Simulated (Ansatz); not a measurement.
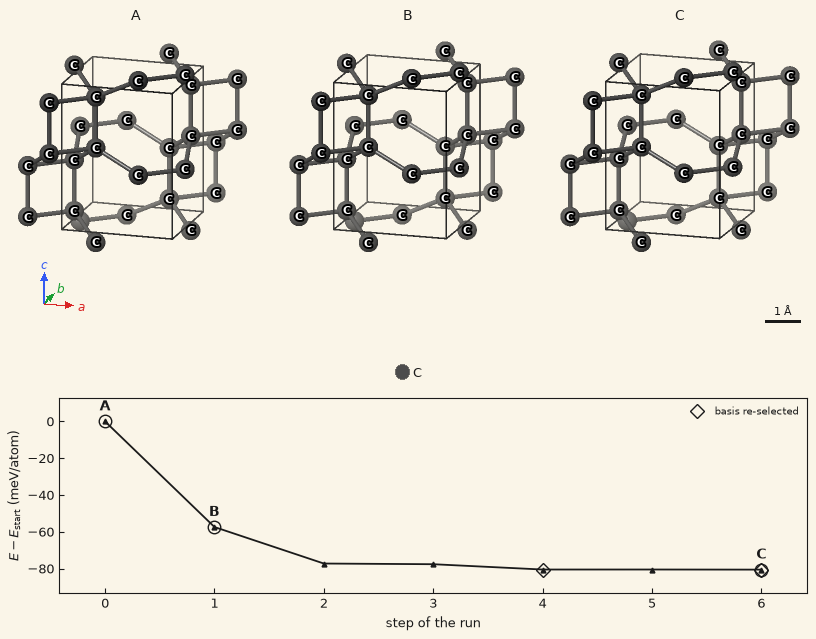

Frames of a relaxation of a crystal of C (a generated structure, set up in Cmcm) (coarse preliminary run), marked on the history of the run. A ball-and-stick model of the cell of the calculation, seen slightly off an axis.

Method: DFT PBE, scalar-relativistic, plane waves, PAW in Ansatz. Settings: plane-wave cutoff 420 eV; k-point mesh 6 × 6 × 4; occupations gaussian; smearing width 0.1 eV; no spin polarisation; cell and atoms relaxed; force threshold 0.04 eV/Å; at most 70 steps.

Question: Describe the path.

Answer: The largest moves relative to the cell, 0.041 Å, are those of C atoms. The drawn cell changes as follows: a = b 3.405 → 3.471 Å (+1.9 %), c 4.342 → 4.413 Å (+1.6 %), γ 94.5° → 91.4°; the volume changes by +5.9 %. Among the contacts that change: C–C 1.522 → 1.594 Å, C–C 1.494 → 1.554 Å, C–C 1.543 → 1.498 Å, C–C 1.521 → 1.564 Å. Among the angles between lasting bonds that change: C–C–C 120.8° → 123.7°. The space group stays Cmcm (No. 63). After 4 accepted moves (6 points after the start) the energy has fallen by 80.5 meV per atom. The largest force component goes from 2.1 to 0.0029 eV/Å. Pressure: 25.01 GPa at the start and 0.07 GPa at the end. The SCF was repeated twice at an unchanged geometry on a basis and grid sized afresh for the cell, which shifted the energy by 2.9 meV per atom at most. The run took 56 s on 1 thread of Intel(R) Xeon(R) Processor @ 2.50GHz (Skylake/Cascade Lake), on a shared host, peak memory 0.35 GiB. From step 0 to 1: C atoms move most (0.02 Å), volume +3.6 %, energy −57.4 meV per atom. From step 1 to 6: C atoms move most (0.02 Å), volume +2.2 %, energy −23.1 meV per atom.

```tsv
step	E − E(0), meV/atom	largest force component, eV/Å	pressure, GPa	volume, Å³/atom	note
0	0.00	2.0802	25.01	6.275	
1	-57.38	1.0973	9.78	6.501	
2	-77.22	0.1669	0.70	6.625	
3	-77.59	0.0090	0.17	6.630	
4	-80.48	0.0144	0.77	6.630	same geometry, new basis
5	-80.47	0.0028	0.06	6.645	
6	-80.53	0.0029	0.07	6.645	same geometry, new basis
```
